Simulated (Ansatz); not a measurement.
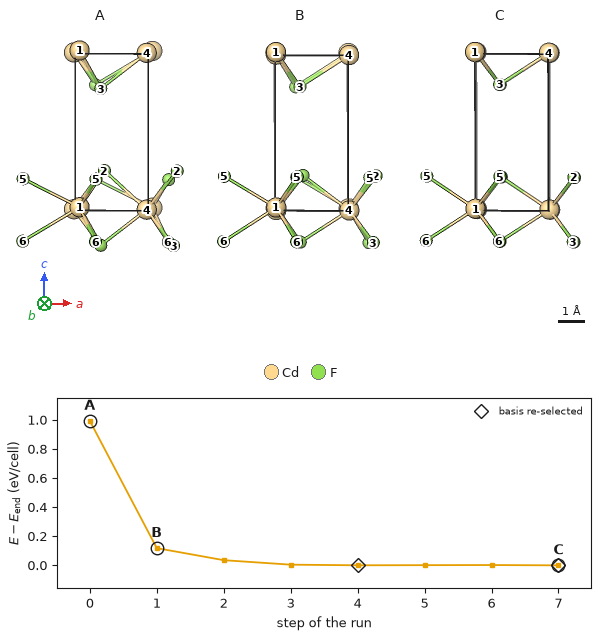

Frames of a relaxation of crystalline CdF$_{2}$ (built on the MoS2-187 type type), marked on the history of the run. Style: ball-and-stick. Shown: the cell of the calculation, along the b axis.

Case: shaken.

Theory: DFT, PBEsol, plane waves, PAW in Ansatz. Settings: plane-wave cutoff 420 eV; k-point mesh 6 × 6 × 4; occupations fermi dirac; smearing width 0.05 eV; no spin polarisation; cell and atoms relaxed; force threshold 0.01 eV/Å; at most 120 steps.

Q: Describe the path.

A: Over 5 accepted moves (7 points after the start) the energy falls by 0.994 eV per cell of the calculation. The largest force component goes from 3 to 0.00042 eV/Å. The pressure goes from −0.97 to 0.01 GPa. The SCF was repeated twice at an unchanged geometry on a basis and grid sized afresh for the cell, which shifted the energy by 4.3 meV per cell of the calculation at most. F2 moves most relative to the cell: 0.29 Å roughly along [−3 −1 −2]. By element the largest moves are F 0.29 Å, Cd 0.25 Å. Cell: a 3.268 → 3.272 Å (+0.1 %), b 6.508 → 6.545 Å (+0.6 %), c 6.043 → 6.045 Å (0.0 %), α 89.1° → 89.3°, β 90.8° → 90.9°, γ 120.9° → 120.0°. Volume +1.6 %. Some distances before and after: Cd1–Cd4 2.853 → 3.271 Å, Cd1–F6 2.552 → 2.262 Å, Cd1–F3 2.083 → 2.262 Å, Cd1–F5 2.437 → 2.261 Å. Bond angles that change, for instance: F2–Cd1–F3 83.0° → 66.7°, Cd1–F2–Cd4 77.3° → 92.7°, Cd1–F5–Cd4 107.3° → 92.7°. The space group stays P1 (No. 1). The run took 3.4 min on 2 threads of Intel(R) Xeon(R) Processor @ 2.50GHz (Skylake/Cascade Lake) (shared host), peak memory 0.55 GiB. From step 0 to 1: Cd atoms move most (0.20 Å), volume −0.4 %, energy −0.875 eV per cell of the calculation. From step 1 to 7: F atoms move most (0.15 Å), volume +2.0 %, energy −0.118 eV per cell of the calculation.

| step | E − E(0), meV/atom | largest force component, eV/Å | pressure, GPa | volume, Å³/atom | note |
| --- | --- | --- | --- | --- | --- |
| 0 | 0.00 | 2.9580 | -0.97 | 18.380 |  |
| 1 | -145.86 | 0.5302 | -0.15 | 18.305 |  |
| 2 | -159.69 | 0.3533 | 0.66 | 18.582 |  |
| 3 | -164.83 | 0.0077 | 0.00 | 18.574 |  |
| 4 | -165.54 | 0.0076 | 0.06 | 18.574 | same geometry, new basis |
| 5 | -165.39 | 0.0057 | -0.06 | 18.636 |  |
| 6 | -165.25 | 0.0005 | 0.00 | 18.680 |  |
| 7 | -165.61 | 0.0004 | 0.01 | 18.680 | same geometry, new basis |
